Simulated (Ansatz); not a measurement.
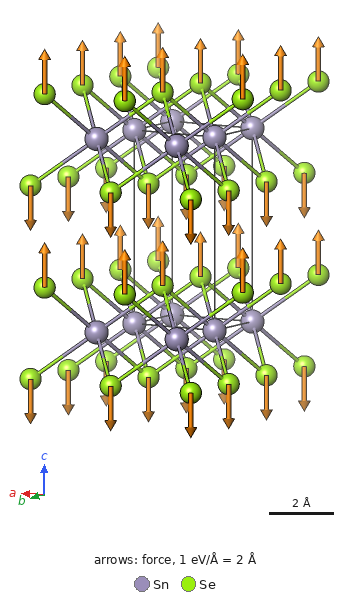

Starting geometry of solid SnSe$_{2}$ (set up in P-3m1) (coarse preliminary run) with the computed forces as orange arrows. Style: ball-and-stick. Shown: the cell of the calculation, repeated 1 × 2 × 1 with one cell outlined, from a free direction.

Level of theory: DFT PBE+D3(BJ), scalar-relativistic, plane waves, PAW (Ansatz 0.2.0).

The input:
```yaml
crystal:
  lattice:
    - [3.8109987816, 0.0, 0.0]
    - [-1.9054993908, 3.3004217586, 0.0]
    - [0.0, 0.0, 6.137]
  atoms:
    - { symbol: Sn, position: [0.0, 0.0, 0.0] }
    - { symbol: Se, position: [0.3333333333, 0.6666666667, 0.25] }
    - { symbol: Se, position: [0.6666666667, 0.3333333333, 0.75] }
basis:
  ecutwfc: 420
kpoints:
  mp_grid: { grid: [6, 6, 4] }
hamiltonian:
  xc: pbe
  dispersion: d3bj
scf:
  occupations: { method: gaussian, width: 0.1 }
output:
  forces: true
  stress: true
  eigenvalues: true
relax:
  adjacent_minimum: "off"
  f_tol: 0.05
  max_steps: 80
  cell: { stress_tol: 0.5 }
```

Command:
```bash
ansatz run input.yaml --threads 4 --pin off --max-ram 12288MiB --backend cpu --events-out ev --progress --plain --runs-dir out
```

> Is this structure relaxed? If not, where do the atoms go?

It isn't relaxed: the largest force vector, on Se atoms, is 0.72 eV/Å. The atoms end up moving mostly along the starting forces (cosine between the two patterns 1.00). The largest moves relative to the cell, 0.088 Å, are those of Se2 and Se3. Se2 goes along +c. Sn stays in place. The drawn cell changes as follows: a = b 3.811 → 3.840 Å (+0.8 %), c 6.137 → 6.023 Å (−1.9 %); the volume changes by −0.3 %. Some distances before and after: Sn1–Se2 2.682 → 2.731 Å. The space group stays P-3m1 (No. 164). After 2 accepted moves (4 points after the start) the energy has fallen by 18.2 meV per atom. Largest force component: 0.72 eV/Å at the start, 0.014 eV/Å at the end. The pressure goes from 2.99 to −0.04 GPa. The line search rejected the trial step at point 1 of the run. At 1 point the geometry stayed and the basis and grid were re-selected for the new cell (energy shift of less than 0.05 meV per atom at most each time). The run took 1.8 s on 4 threads of AMD EPYC 9R45 96-Core Processor (Zen 5), with other jobs on the host, peak memory 0.49 GiB.
